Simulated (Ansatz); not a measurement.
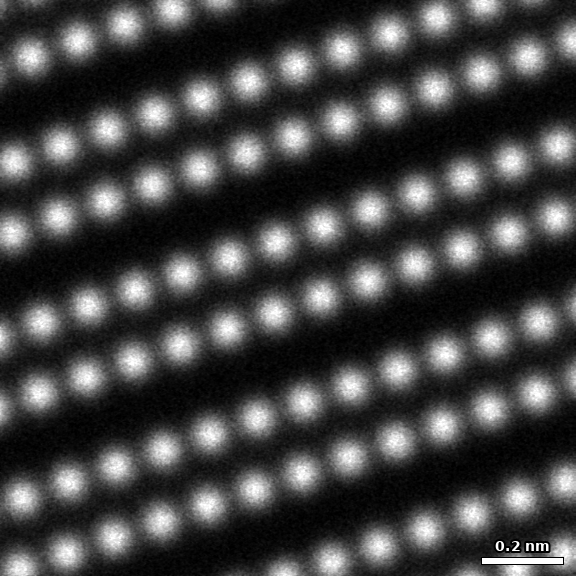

Z-contrast image of Os (Cmcm, No. 63). The image is simulated as a sum over atoms of Z^1.7, blurred by a 0.73 Å probe (no channelling). The probe carries 25 % of its weight in a tail 2.5 times as wide. Shot noise and a slight drift were added. Structure: the input geometry of a calculation; the starting structure was generated, so it need not be a known form of this composition.

```cif
data_structure
_symmetry_space_group_name_H-M 'Cmcm'
_symmetry_Int_Tables_number 63
_cell_length_a 2.8435
_cell_length_b 8.1330
_cell_length_c 2.7913
_cell_angle_alpha 90.000
_cell_angle_beta 90.000
_cell_angle_gamma 90.000
_cell_volume 64.55
loop_
_atom_site_label
_atom_site_type_symbol
_atom_site_symmetry_multiplicity
_atom_site_Wyckoff_symbol
_atom_site_fract_x
_atom_site_fract_y
_atom_site_fract_z
_atom_site_occupancy
Os1 Os 4 c 0.00000 0.35401 0.75000 1
```

> Along which zone axis is the crystal seen: [010], [201], [110] or [111]? (Directions equivalent by symmetry count as one.)

[201]. The projected cells are 1.40 × 1.42 Å, 90° for [010]; 1.25 × 4.11 Å, 99° for [201]; 2.68 × 2.79 Å, 90° for [110]; 1.33 × 2.70 Å, 96° for [111], and the image repeats as the [201] one does.
